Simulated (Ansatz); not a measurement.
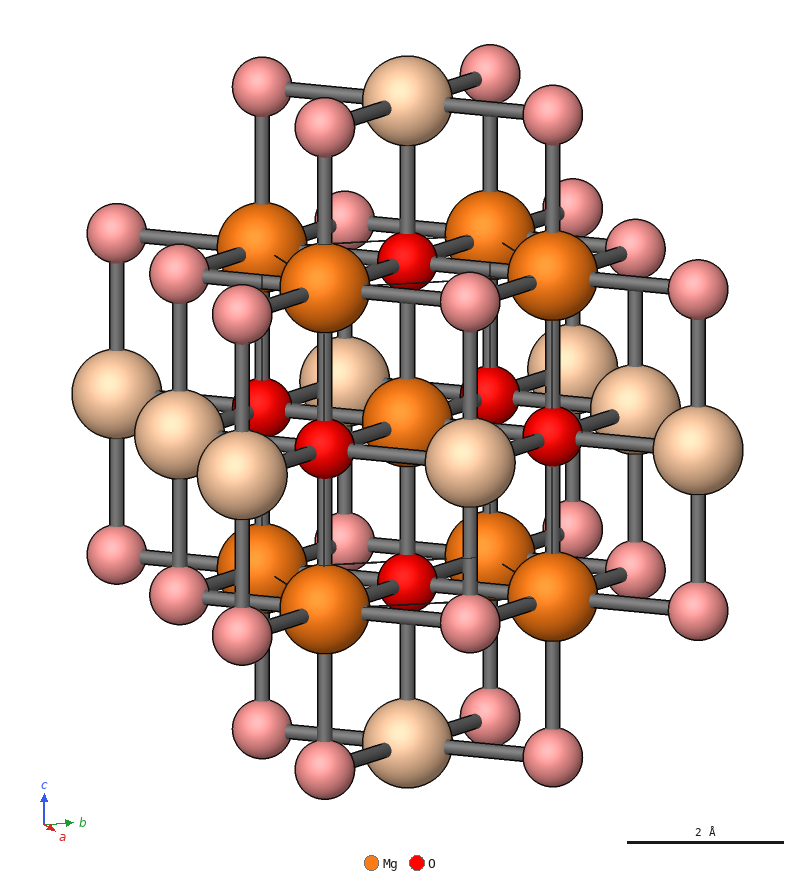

Structure drawing (ball-and-stick), viewed slightly off an axis. The edges of the conventional unit cell are marked. The bonded neighbours beyond the faces are included, in fainter colours.

MgO, space group Immm (No. 71), a = 2.893 Å, b = 3.053 Å, c = 4.204 Å, α = 90.00°, β = 90.00°, γ = 90.00°. The model was built from a structure type filled with these elements by a generator (whether the compound takes this form wasn't checked). The cell was then strained or its atoms displaced on purpose. It was the input of a calculation with Ansatz.

This one geometry was computed with Ansatz (DFT, plane waves, PAW) at three levels of theory: HSE06, PBE and r2SCAN. It was relaxed with r2SCAN and then strained.

Which level gives the highest pressure at this volume, and what does that say about its equilibrium volume?

Answer. Highest: PBE (5.8 GPa), which points to the largest equilibrium volume. Lowest, with the smallest volume: HSE06 (-0.2 GPa) and r2SCAN (0.2 GPa). Levels within 0.5 GPa of each other can't be told apart.

How does the band gap change with the level of theory?

Answer. PBE: a gap of 4.56 eV, direct; r2SCAN: a gap of 5.44 eV, direct; HSE06: a gap of 6.30 eV, direct.

Collect the results in a table.

Answer.
| level | cutoff (eV) | k-mesh of the run's cell | gap (eV) | pressure (GPa) |
| --- | --- | --- | --- | --- |
| HSE06 | 420 | 8×8×8 | 6.30 | -0.2 |
| PBE | 420 | 10×10×10 | 4.56 | 5.8 |
| r2SCAN | 500 | 10×10×10 | 5.44 | 0.2 |

Gaps are taken on the k-mesh or band path of each run.
